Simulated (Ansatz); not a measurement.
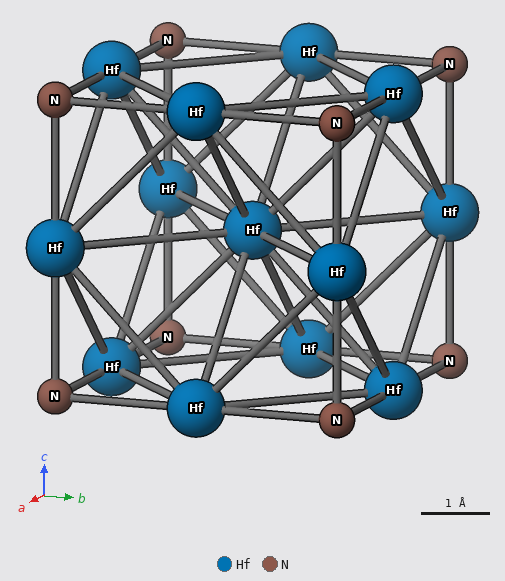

Lattice vibrations of a crystal of Hf4N (a generated structure), space group Pm-3m (No. 221), at the zone centre. Style: ball-and-stick. Shown: the cell of the calculation, slightly off an axis.

Computed with DFT PBE, scalar-relativistic, plane waves, PAW (Ansatz).

Input
```yaml
crystal:
  lattice:
    - [4.5152076564, 0.0, 0.0]
    - [0.0, 4.5152076564, 0.0]
    - [0.0, 0.0, 4.5152076564]
  atoms:
    - { symbol: Hf, position: [0.5, 0.0, 0.0] }
    - { symbol: Hf, position: [0.0, 0.5, 0.0] }
    - { symbol: Hf, position: [0.0, 0.0, 0.5] }
    - { symbol: Hf, position: [0.5, 0.5, 0.5] }
    - { symbol: "N", position: [0.0, 0.0, 0.0] }
basis:
  ecutwfc: 420
kpoints:
  mp_grid: { grid: [8, 8, 8] }
hamiltonian:
  xc: pbe
scf:
  occupations: { method: fermi_dirac, width: 0.15 }
output:
  eigenvalues: true
phonons:
  method: dfpt
  eigenvectors: true
```

Command:
```bash
ansatz run input.yaml --threads 1 --pin off --max-ram 3072MiB --backend cpu --events-out ev --progress --plain --runs-dir out
```

The frequencies depend somewhat on the k-mesh and the smearing.

Give the spectrum at this point.

Answer. The calculation's cell holds 5 atoms, so there are 12 optical modes, in 4 levels. The optical modes span 3T₁u + T₂u. No level is unstable.

```
level  symmetry  frequency (cm⁻¹)         activity
    1       T₁u               111  infrared-active
    2       T₂u               118           silent
    3       T₁u               139  infrared-active
    4       T₁u               472  infrared-active
```

The crystal is a metal, so free carriers screen the infrared response.

The modes drawn as arrows (one member of each degenerate set):

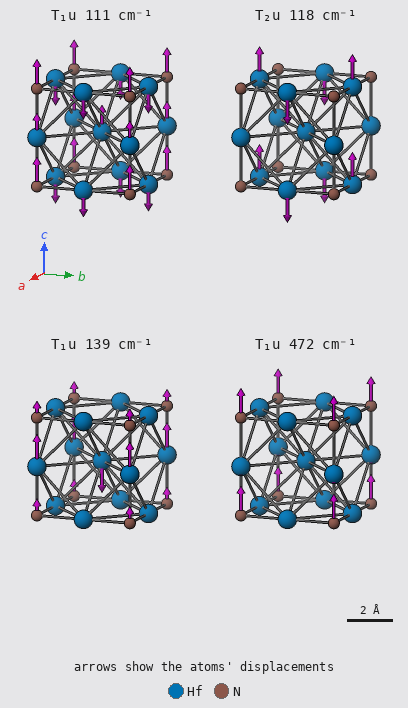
